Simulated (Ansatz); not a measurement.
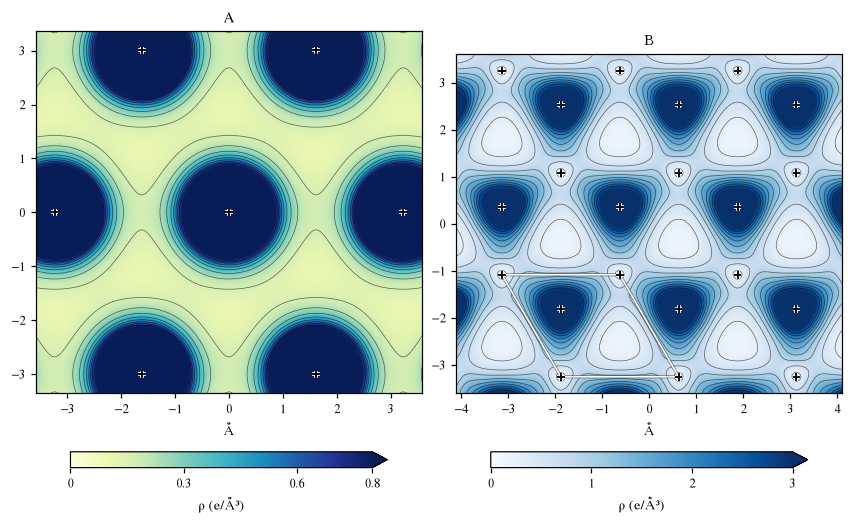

The valence charge density (pseudo) of 2 systems, each on a plane through atoms (crosses mark nuclei in the plane).

Level of theory: DFT PBEsol, scalar-relativistic, plane waves, PAW (Ansatz 0.2.0).

System 1: Sn, the (101) plane of the conventional cell. Space group I4/mmm.

```
CELL_PARAMETERS angstrom
3.23465 0.00000 0.00000
0.00000 3.23465 0.00000
0.00000 0.00000 5.06776
ATOMIC_POSITIONS crystal
Sn 0.00000 0.00000 0.00000
Sn 0.50000 0.50000 0.50000
```

System 2: BN, the (001) plane of the conventional cell. Space group R3m; a structure from a database of computed crystals, not necessarily the ambient phase.

```xyz
6
Lattice="2.5042 0.0000 0.0000 -1.2521 2.1687 0.0000 0.0000 0.0000 10.4446" Properties=species:S:1:pos:R:3 pbc="T T T"
B     1.2521    0.7229    3.4776
B     0.0000    1.4458    6.9591
B     0.0000    0.0000   10.4406
N     0.0000    0.0000    3.4761
N     1.2521    0.7229    6.9576
N     0.0000    1.4458   10.4392
```

Which map belongs to which system?

Panel A is system 1, Sn: the plane holds Sn. Sn–Sn (3.23 Å): the density is about 0.17 e/Å³ at the midpoint. Panel B is system 2, BN: the plane holds B and N. B–N (1.45 Å): ρ at the midpoint is about 1.8 e/Å³.
